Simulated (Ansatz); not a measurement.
# Pb in Au(111), 2x2: scattering by a point defect

Wanted: the reflection from a plane of defects, Pb in Au(111), 2x2, and the resistivity it implies.

Calculated with Ansatz 0.2.0; Ansatz plane-wave DFT, PBE, PAW files; ballistic transport by layer matching (Landauer), zero bias; PAW set soft_1.

## 1. Set-up

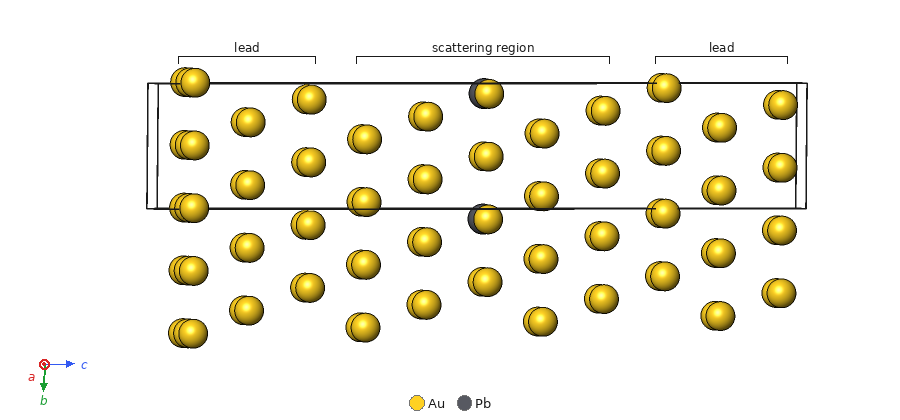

The cell as given, from the side, with the c axis across the page (gold yellow, lead dark grey). 1×2×1 cells are drawn. Some periodic images of atoms are drawn too.

The cell holds 44 atoms: 43 Au and 1 Pb. Its edges and angles: a = 5.768 Å, b = 5.768 Å, c = 25.954 Å, α = 86.8°, β = 93.2°, γ = 120.0°. It derives from Au. Regions: lead, 24 atoms (24 Au); scattering region, 20 atoms (19 Au and 1 Pb). The structure is stacked along c, and the current runs across the ab planes.

## 2. Transmission at ideal sites

The defect sits in one plane of the supercell, all atoms on ideal sites; the layers about the cell's end are the lead. The mesh across the current, 12×12, is finer than the density's, because channels open and close sharply across the zone. Energies from -0.1 to 0.1 eV in steps of 0.05 eV are too few for the program's thermal sum, so it prints no conductance; for a metal the transmission near the Fermi level serves, at a fraction of the cost.

The input, input.yaml:

```yaml
crystal:
  lattice:
    - [5.7675164607, 0.0, 0.0]
    - [-2.8837582304, 4.9948157718, 0.0]
    - [-1.4418791152, 0.8324692953, 25.9003660885]
  atoms:
    - { symbol: Au, position: [0.0075757576, 0.9924242424, 0.0454545455] }
    - { symbol: Au, position: [0.0075757576, 0.4924242424, 0.0454545455] }
    - { symbol: Au, position: [0.5075757576, 0.9924242424, 0.0454545455] }
    - { symbol: Au, position: [0.5075757576, 0.4924242424, 0.0454545455] }
    - { symbol: Au, position: [0.1893939394, 0.3106060606, 0.1363636364] }
    - { symbol: Au, position: [0.1893939394, 0.8106060606, 0.1363636364] }
    - { symbol: Au, position: [0.6893939394, 0.3106060606, 0.1363636364] }
    - { symbol: Au, position: [0.6893939394, 0.8106060606, 0.1363636364] }
    - { symbol: Au, position: [0.3712121212, 0.1287878788, 0.2272727273] }
    - { symbol: Au, position: [0.3712121212, 0.6287878788, 0.2272727273] }
    - { symbol: Au, position: [0.8712121212, 0.1287878788, 0.2272727273] }
    - { symbol: Au, position: [0.8712121212, 0.6287878788, 0.2272727273] }
    - { symbol: Au, position: [0.053030303, 0.946969697, 0.3181818182] }
    - { symbol: Au, position: [0.053030303, 0.446969697, 0.3181818182] }
    - { symbol: Au, position: [0.553030303, 0.946969697, 0.3181818182] }
    - { symbol: Au, position: [0.553030303, 0.446969697, 0.3181818182] }
    - { symbol: Au, position: [0.2348484848, 0.2651515152, 0.4090909091] }
    - { symbol: Au, position: [0.2348484848, 0.7651515152, 0.4090909091] }
    - { symbol: Au, position: [0.7348484848, 0.2651515152, 0.4090909091] }
    - { symbol: Au, position: [0.7348484848, 0.7651515152, 0.4090909091] }
    - { symbol: Pb, position: [0.4166666667, 0.0833333333, 0.5] }
    - { symbol: Au, position: [0.4166666667, 0.5833333333, 0.5] }
    - { symbol: Au, position: [0.9166666667, 0.0833333333, 0.5] }
    - { symbol: Au, position: [0.9166666667, 0.5833333333, 0.5] }
    - { symbol: Au, position: [0.0984848485, 0.9015151515, 0.5909090909] }
    - { symbol: Au, position: [0.0984848485, 0.4015151515, 0.5909090909] }
    - { symbol: Au, position: [0.5984848485, 0.9015151515, 0.5909090909] }
    - { symbol: Au, position: [0.5984848485, 0.4015151515, 0.5909090909] }
    - { symbol: Au, position: [0.2803030303, 0.2196969697, 0.6818181818] }
    - { symbol: Au, position: [0.2803030303, 0.7196969697, 0.6818181818] }
    - { symbol: Au, position: [0.7803030303, 0.2196969697, 0.6818181818] }
    - { symbol: Au, position: [0.7803030303, 0.7196969697, 0.6818181818] }
    - { symbol: Au, position: [0.4621212121, 0.0378787879, 0.7727272727] }
    - { symbol: Au, position: [0.4621212121, 0.5378787879, 0.7727272727] }
    - { symbol: Au, position: [0.9621212121, 0.0378787879, 0.7727272727] }
    - { symbol: Au, position: [0.9621212121, 0.5378787879, 0.7727272727] }
    - { symbol: Au, position: [0.1439393939, 0.8560606061, 0.8636363636] }
    - { symbol: Au, position: [0.1439393939, 0.3560606061, 0.8636363636] }
    - { symbol: Au, position: [0.6439393939, 0.8560606061, 0.8636363636] }
    - { symbol: Au, position: [0.6439393939, 0.3560606061, 0.8636363636] }
    - { symbol: Au, position: [0.3257575758, 0.1742424242, 0.9545454545] }
    - { symbol: Au, position: [0.3257575758, 0.6742424242, 0.9545454545] }
    - { symbol: Au, position: [0.8257575758, 0.1742424242, 0.9545454545] }
    - { symbol: Au, position: [0.8257575758, 0.6742424242, 0.9545454545] }
kpoints:
  mp_grid: { grid: [5, 5, 1] }
hamiltonian:
  xc: pbe
  pseudopotentials: { kind: paw, azcp: { folder: soft_1 } }
scf:
  occupations: { method: fermi_dirac, width: 0.1 }
output:
  transmission: { leads: [[0, 4]], kmesh: [12, 12], e_range: [-0.1, 0.1], de: 0.05 }
  write_potential: true
  write_density: true
  volumetric_format: npy
  elf: true
```

On the command line:

```bash
ansatz run input.yaml --threads 4 --pin off --max-ram 15360MiB --backend cpu --events-out ev --progress --plain --runs-dir out
```

Numbers of over 12 decimals in the logs are rounded to 6 here.

The log of the run:

```text
Engine: ansatz 0.2.0, x86_64-unknown-linux-gnu
Pseudopotentials: kind: paw
Pseudopotential: Au, paw, valence charge 19, recommended cutoff 420 eV (normal), soft_1/Au.paw.azcp
Pseudopotential: Pb, paw, valence charge 14, recommended cutoff 420 eV (normal), soft_1/Pb.paw.azcp
Functional definition: PBE
  parameter kappa = 0.804
  parameter beta = 0.066725
  exchange = pbe_x(kappa = kappa, mu = beta*pi^2/3)
  correlation = pbe_c(beta = beta)
Crystal: 44 atoms, lattice volume = 746.130 Å³
Basis set: ecut = 420 eV, 14649 PW (Γ)
Bands: 499, of which v1, the nominal top of the filled ones, is band 416 counted from 1 (415 counted from 0)
Symmetry: 4 space group operations
Space group: C2/m (ITA 12), of the structure as read, at distance tolerance 9.1e-5 Å
k-points: 9 of 25
Non-local potential: Au, projectors of the file, l = 0: 3, l = 1: 2, l = 2: 2, l = 3: 1
Non-local potential: Pb, projectors of the file, l = 0: 2, l = 1: 2, l = 2: 2, l = 3: 1
PAW form: soft (Blöchl's): semilocal exchange-correlation on the pseudo side does not see the compensation charge
PAW one-centre angular grid: Au, 590 points (default); XC on 64 Gauss nodes
PAW one-centre angular grid: Pb, 590 points (default); XC on 64 Gauss nodes
Initial density: superposition of atomic densities (chi_scale 0.1, normalization cell, long waves kept (reshape's long-wave potential 0.86 eV rms))
Initial wavefunctions: pseudopotential atomic-orbital guess
Functional: x = pbe(κ = 0.804, μ = 0.219515), c = pbe(β = 0.066725)
SCF iter   1: F=—  HF=-577426.683405 eV  |F-HF|=—  |Δ(HF+E_count)|=         —  Δρ=7.51e-2  dr2=4.05e2  ethr=3.10e-3  ⟨swp⟩=4.6  Hψ=13537  notcnv=0  defer=346
preconditioner: auto → Kerker (q_TF=auto, 2.778 Å⁻¹)  [metal: Δε(μ)=0.029 eV  Ē_g=10.443 eV  σ=0.100 eV  W_gap=0.07  n_scr=292 (ndim 8)  ℏωp=30.0 eV  f_vac=0.000  D(μ)=10.35/eV (n_scr^D=60)]
SCF iter   2: F=—  HF=-577415.782558 eV  |F-HF|=—  |Δ(HF+E_count)|=    1.09e1  Δρ=4.19e-2  dr2=2.61e2  ethr=3.10e-3  ⟨swp⟩=2.7  Hψ=6659  notcnv=0  defer=520
SCF iter   3: F=—  HF=-577408.980051 eV  |F-HF|=—  |Δ(HF+E_count)|=    6.80e0  Δρ=9.25e-3  dr2=3.15e1  ethr=3.10e-3  ⟨swp⟩=3.0  Hψ=11459  notcnv=0  defer=526
SCF iter   4: F=—  HF=-577408.444998 eV  |F-HF|=—  |Δ(HF+E_count)|=   5.35e-1  Δρ=3.90e-3  dr2=3.43e0  ethr=3.10e-3  ⟨swp⟩=1.2  Hψ=5171  notcnv=0  defer=522
SCF iter   5: F=—  HF=-577408.378198 eV  |F-HF|=—  |Δ(HF+E_count)|=   6.68e-2  Δρ=1.29e-3  dr2=1.05e-1  ethr=4.12e-4  ⟨swp⟩=1.0  Hψ=3961  notcnv=0  defer=522
SCF iter   6: F=—  HF=-577408.378092 eV  |F-HF|=—  |Δ(HF+E_count)|=   1.06e-4  Δρ=3.83e-4  dr2=5.12e-3  ethr=1.26e-5  ⟨swp⟩=1.0  Hψ=3961  notcnv=0  defer=522
SCF iter   7: F=—  HF=-577408.377991 eV  |F-HF|=—  |Δ(HF+E_count)|=   1.01e-4  Δρ=1.26e-4  dr2=9.33e-4  ethr=6.16e-7  ⟨swp⟩=1.9  Hψ=4146  notcnv=0  defer=522
SCF iter   8: F=—  HF=-577408.377804 eV  |F-HF|=—  |Δ(HF+E_count)|=   1.86e-4  Δρ=4.21e-5  dr2=1.02e-4  ethr=1.12e-7  ⟨swp⟩=2.3  Hψ=6063  notcnv=0  defer=522
SCF iter   9: F=—  HF=-577408.377908 eV  |F-HF|=—  |Δ(HF+E_count)|=   1.04e-4  Δρ=1.32e-5  dr2=1.81e-5  ethr=1.22e-8  ⟨swp⟩=2.1  Hψ=5894  notcnv=0  defer=522
SCF iter  10: F=—  HF=-577408.378777 eV  |F-HF|=—  |Δ(HF+E_count)|=   8.69e-4  Δρ=4.80e-6  dr2=1.78e-6  ethr=2.17e-9  ⟨swp⟩=2.0  Hψ=5255  notcnv=0  defer=523
SCF iter  11: F=—  HF=-577408.378777 eV  |F-HF|=—  |Δ(HF+E_count)|=   1.16e-7  Δρ=1.97e-6  dr2=2.99e-7  ethr=2.14e-10  ⟨swp⟩=2.0  Hψ=6184  notcnv=0  defer=523
SCF iter  12: F=-577408.378777 eV  HF=-577408.378777 eV  |F-HF|=1.06e-8  |Δ(HF+E_count)|=   2.60e-8  Δρ=6.99e-7  dr2=1.25e-8  ethr=1.20e-11  ⟨swp⟩=11.1  Hψ=19526  notcnv=0
SCF 1 converged in 12 iterations: F = -577408.378777 eV  dr2 = 1.25e-8
  greatest PAW one-centre occupation: 1.000 electrons in one spin orbital (limit 2), on the Au atom at site 32 (counted from 0), in its partial waves of l = 0
transmission: 163 of 1591 steps passed
transmission: 319 of 1591 steps passed
[...]
transmission: 1591 of 1591 steps passed
SCF converged after 12 iterations
Free energy (F): -577408.378777 eV
Harris-Foulkes:  -577408.378777 eV  (|F-HF|=1.06e-8)
Internal energy: -577407.847835 eV  (E = F + TS)
E sigma→0 (E₀):  -577408.113306 eV
Entropy (-TS):   -0.530942 eV (-12.067 meV/atom)
Fermi energy:    20.816942 eV
--- Per-component energies (eV) ---
  E_band       = -8733.869116
  E_kinetic    = 25180.871340
  E_local      = -73839.699286  (includes V_loc(G=0)·N_el)
  E_nonlocal   = 4522.078751
  E_hartree    = 32058.531412
  E_xc         = -9479.973137
  E_vxc        = -11404.433430  (∫ρ·V_xc dr)
  E_paw        = -428857.240283  (= ΣΔE_a)
  E_vpaw       = -17309.824000  (= ΣTr[D̂ρ^β])
  E_aug_tail   = 0.073440  (compensation charges beyond the density's cutoff)
  E_ewald      = -126992.490072
  E_smearing   = -0.530942  (= −TS)
  E_closure    = 0.000000  (closes the sum)
  Σ components = -577408.378777   (vs F -577408.378777, Δ=0.00e0)
--- Band table (eV; the first three rows and the last of 9) ---
  k-point 0: bands = [... 412 lower, 20.8876, 21.1049, 21.1191, 21.2379, 21.3171, 21.3269, 21.4928, 21.5478, ... 79 higher]
  k-point 1: bands = [... 412 lower, 20.5221, 20.6030, 20.6833, 20.7032, 20.7845, 20.8322, 20.9218, 21.0364, ... 79 higher]
  k-point 2: bands = [... 412 lower, 20.5674, 20.6290, 20.7024, 20.7545, 20.9142, 21.0127, 21.1310, 21.1411, ... 79 higher]
  k-point 8: bands = [... 412 lower, 20.5422, 20.5974, 20.6024, 20.8314, 20.8337, 20.8944, 20.9099, 21.4536, ... 79 higher]
--- Transmission ---
  basis      : 253 plane waves across, 37 finite elements along
  points     : 43, standing for a mesh of 12 x 12
  energies   : 5 from -0.100000 to 0.100000 eV about the Fermi level, 0.050000 eV apart; the leads are filled to 0.000000 eV, and channels, transmission and decay are at 0.000000 eV
  crystal 0  : Au4, at the sites [0, 4], period 2.3546 Å, over 23.55 Å; its Hamiltonian steps by up to 7.0 meV
    offset         : up to 0.0000 Å between an atom of the period and one for which it stands
    channels       : 3.187500e0 a spin
    conductance    : none, the energies end too early or step too widely for 300 K: set another output.transmission.e_range or a lower de, or, where they end at an eighth of basis.ecutwfc, a higher one
  junction   : crystal 0 to crystal 0, 0.70 to 24.24 Å
    transmission   : 2.557510e0 a spin
    conductance    : none, the energies end too early or step too widely for 300 K: set another output.transmission.e_range or a lower de, or, where they end at an eighth of basis.ecutwfc, a higher one
```

Elapsed: 6.5 min, on 4 threads of Intel Xeon Platinum 8488C (Sapphire Rapids), shared host; peak memory 6.5 GiB.

This run has no spin polarisation although its electron count is odd.

This step gave:

| Item | Value |
| --- | --- |
| free energy | -577408.3788 eV |
| energy at zero smearing | -577408.1133 eV |
| Fermi energy | 20.82 eV |
| cell area | 28.81 Å² |
| transmission per spin nearest the Fermi level | 2.558 |
| open channels per spin nearest the Fermi level | 3.188 |
| step of the lead's potential | 7 meV |

Per spin. The transmission, zone mean by energy, zero at the Fermi level:

```
energy (eV)  transmission, zone mean
    -0.1000                     2.62
    -0.0500                     2.59
     0.0000                     2.56
     0.0500                     2.47
     0.1000                     2.51
```

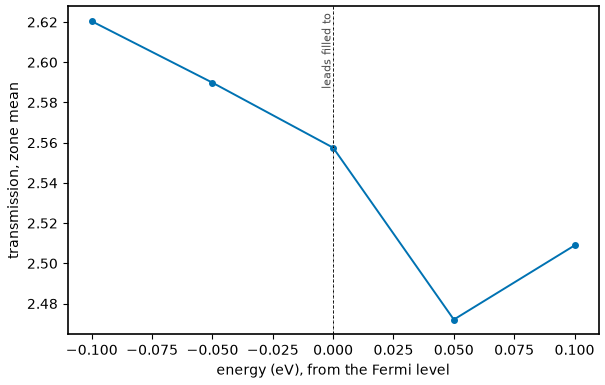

Transmission, zone mean against energy.

Per spin. Table of open channels, zone mean, lead by energy, zero at the Fermi level:

```
energy (eV)  open channels, zone mean, lead
    -0.1000                            3.19
    -0.0500                            3.19
     0.0000                            3.19
     0.0500                            3.13
     0.1000                            3.15
```

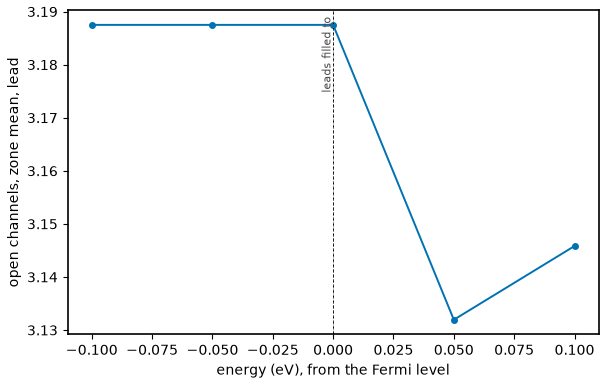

Open channels, zone mean, lead against energy.

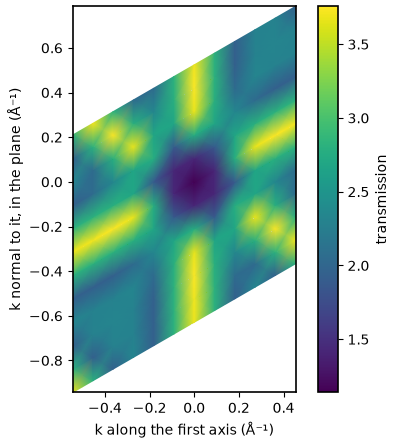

Transmission over k1 and k2. At 0.0000 eV from the Fermi level.

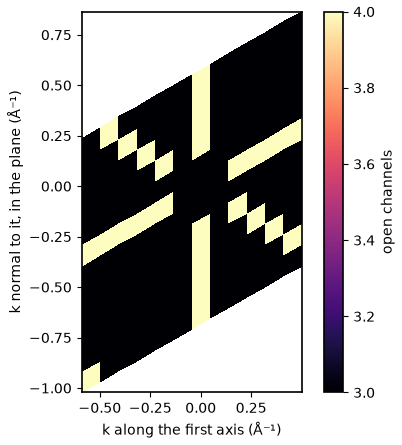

Open channels over k1 and k2. At 0.0000 eV from the Fermi level.

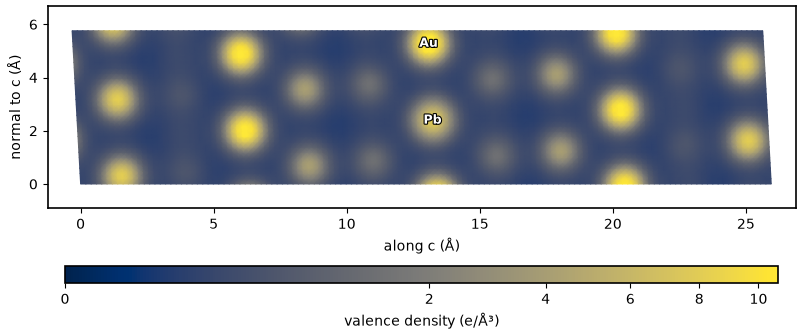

Valence density in the ca plane at fractional y = 0.083, with atoms of Pb and Au within 0.2 Å of it. It is the smooth field of the valence electrons, not physical close to the nuclei. The colour scale is stretched toward low values.

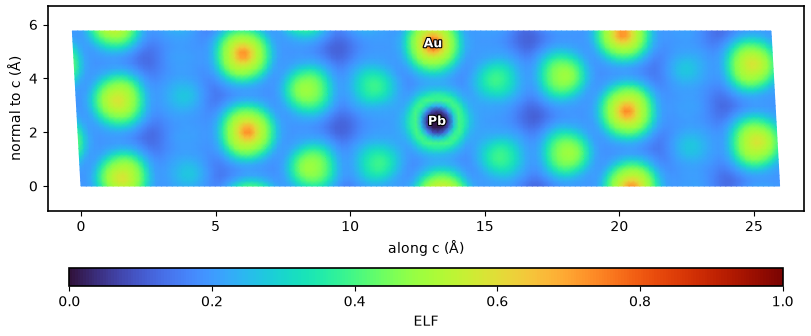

ELF in the ca plane at fractional y = 0.083, with atoms of Pb and Au within 0.2 Å of it. It is the smooth field of the valence electrons, not physical close to the nuclei.

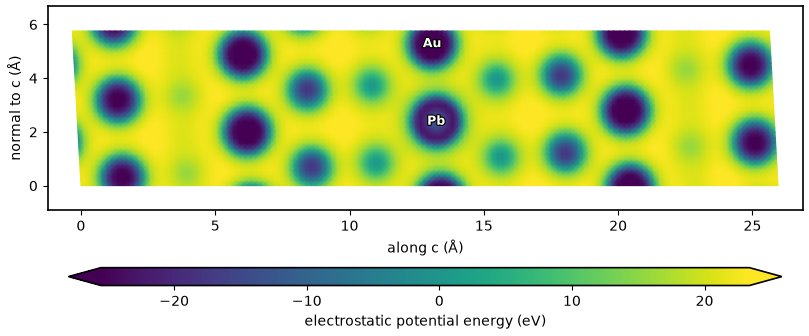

Electrostatic potential energy in the ca plane at fractional y = 0.083, with atoms of Pb and Au within 0.2 Å of it. With pseudopotentials it is smooth inside the atoms' cores, unlike the true potential.

Over the solved energies the transmission per spin lies between 2.47 and 2.62, out of 3.17 channels of the lead on average (up to 3.19).

## 3. Resistance at ideal sites

This step: Ansatz plane-wave DFT, PBE, PAW files; ballistic transport by layer matching (Landauer), zero bias; area resistance of the defect plane and resistivity an atomic per cent; PAW set soft_1 (Ansatz 0.2.0).

This step gave:

```yaml
area_resistance: 0.2907 fΩ m²
t_over_the_leads_mean_channel_count: 0.8015
resistivity_per_at_scaled_from_this_dense_plane_with_the_factor_3_over_4_for_isotropic_scattering: 3.703 µΩ cm
```

Averaged over the energies near the Fermi level, 80.1 % of the channels pass, which makes 0.291 fΩ m².

By hand, with T and the leads' channels N averaged over the energies near the Fermi level: RA = A (h/2e²)(1/T − 1/N) = 28.81×10⁻²⁰ m² × 12 906 Ω × (1/2.540 − 1/3.169) = 0.291 fΩ m². Per atomic per cent: RA × A / V_atom × 0.01 × 3/4 = 3.70 µΩ cm, with the host's V_atom = 16.96 Å³.

## 4. Outcome

```json
{
 "share of channels that pass, rigid": "0.801",
 "area resistance, rigid": "0.291 fΩ m²",
 "resistivity per at.% from the area resistance, times 3/4, rigid": "3.70 µΩ cm"
}
```

**Reading.** The plane of defects adds 0.29 fΩ m². Scaled to one atomic per cent that is 4.9 µΩ cm as it stands and 3.7 with the factor 3/4 for isotropic scattering on a spherical Fermi surface; with the reflection in place of the resistance taken as linear in the density it would be 3.0. These are rough estimates of the dilute value, not bounds. One Pb in each 2x2 cell reflects 20 % of the lead's channels. The defects form a dense periodic sheet that scatters coherently, unlike a dilute random alloy. T and N are means over the solved energies nearest the Fermi level. Spin-orbit coupling is left out, which matters for Au and Pb.

[Logs are printed without paths, hosts, clocks, repeated set-up lines and the standing remarks that a program may print on its own settings, such as how far it seeks lower states.]

[Hosts, paths, dates, database ids (printed as entryN), source tags and the programs' standing remarks are cut or masked in the printed files.]
